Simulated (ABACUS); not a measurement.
**Sr: 7 runs along one coordinate**

System: Sr (Fm-3m, 1 atom in the cell).
Method: Kohn-Sham DFT of a periodic cell, PBEsol, PseudoDojo NC SR 0.4.1 PBEsol standard, no spin polarisation (ABACUS 3.10.1).

The 7 runs differ only in the geometry, by an even scaling of the cell at fixed fractional positions. The structure derives from an entry of the Crystallography Open Database.

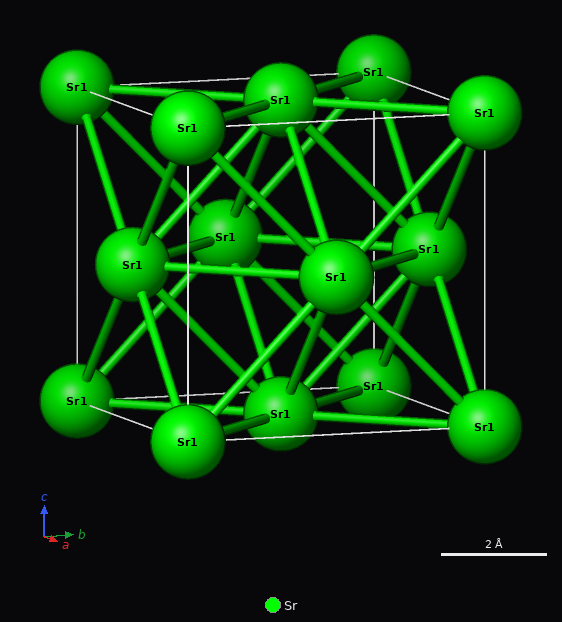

Figure 1. The structure of run 4 (ball-and-stick view of the cell 4 times as large as that of the calculation, set on its symmetry axes, seen slightly off an axis; atoms are numbered from 1 in the order of the input). An atom can appear more than once, as a periodic image.

## The input of run 4
```
INPUT_PARAMETERS
suffix              Sr
calculation         scf
basis_type          pw
pseudo_dir          ./
symmetry            1
dft_functional      pbesol
ecutwfc             68
pseudo_rcut         7
nspin               1
nbands              9
ks_solver           dav
smearing_method     fd
smearing_sigma      0.00367493
scf_thr             1e-08
scf_nmax            100
mixing_type         broyden
mixing_beta         0.7
cal_force           1
cal_stress          1
kpar                4
```

## File STRU of run 4
```
ATOMIC_SPECIES
Sr 87.6200 Sr.upf

LATTICE_CONSTANT
1.8897261246

LATTICE_VECTORS
0.0000000000 3.0423500000 3.0423500000
3.0423500000 0.0000000000 3.0423500000
3.0423500000 3.0423500000 0.0000000000

ATOMIC_POSITIONS
Direct

Sr
0.0
1
0.0000000000 0.0000000000 0.0000000000 1 1 1
```

## File KPT of run 4
```
K_POINTS
0
Gamma
8 8 8 0 0 0
```

Command:
```bash
OMP_NUM_THREADS=1 mpirun -np 4 abacus > log
```

Run 6 differs from it as follows:
```diff
-0.0000000000 3.0423500000 3.0423500000
-3.0423500000 0.0000000000 3.0423500000
-3.0423500000 3.0423500000 0.0000000000
+0.0000000000 3.0823855122 3.0823855122
+3.0823855122 0.0000000000 3.0823855122
+3.0823855122 3.0823855122 0.0000000000
```

## Results, with one run withheld

| run | volume per atom (Å³) | free energy per atom, from the lowest run given (meV) | pressure (GPa) |
| --- | --- | --- | --- |
| 1 | 52.940 | 0.00 | −0.27 |
| 2 | 54.067 | 2.63 | −0.49 |
| 3 | 55.193 | 6.83 | −0.71 |
| 4 | 56.319 | 12.47 | −0.91 |
| 5 | 57.446 | 19.40 | −1.09 |
| 6 | 58.572 | ? | ? |
| 7 | 59.698 | 36.73 | −1.39 |

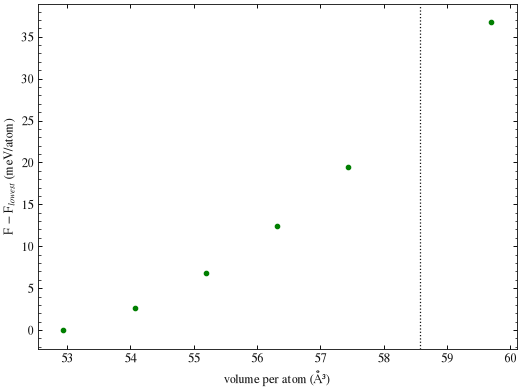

Figure 2. Free energy per atom of the runs given; the dotted line marks run 6.

What should run 6 give?

A cubic polynomial in V^(−2/3) (the Birch–Murnaghan form), fitted to the 6 runs given, misses them by at most 0.01 meV per atom. With x = V^(−2/3) − 0.06842 Å⁻², it reads F = 10.086 − 6289.5 x + 9.1424e+05 x² − 4.1263e+06 x³ (meV per atom). At run 6 it gives 27.53 meV per atom, and the run itself gives 27.53. The slope of the fit gives a pressure −dF/dV of −1.23 GPa there, and the run prints −1.25 GPa. The fit has no minimum inside this range.

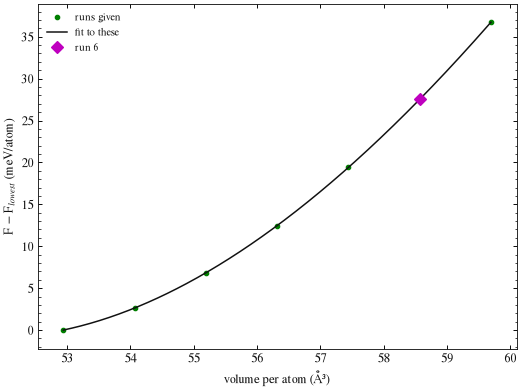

Figure 3. The fit and the withheld run.

## Some lines of the output (run 6)
```
[...]
                          Volume (Bohr^3) = 395.264
                             Volume (A^3) = 58.572
 E_Fermi        0.3405275222         4.6331146277
 E_Fermi        0.3379558524         4.5981252647
 E_Fermi        0.3374598581         4.5913769170
 E_Fermi        0.3373466860         4.5898371317
 E_Fermi        0.3373619993         4.5900454796
 E_KS(sigma->0) -68.3978741508       -930.6008195375
 E_Fermi        0.3373739781         4.5902084594
 final etot is -930.60565658 eV
 EFERMI = 4.5902084594 eV
 TOTAL-PRESSURE: -12.456480 KBAR
 !FINAL_ETOT_IS -930.6056565831199805 eV
```
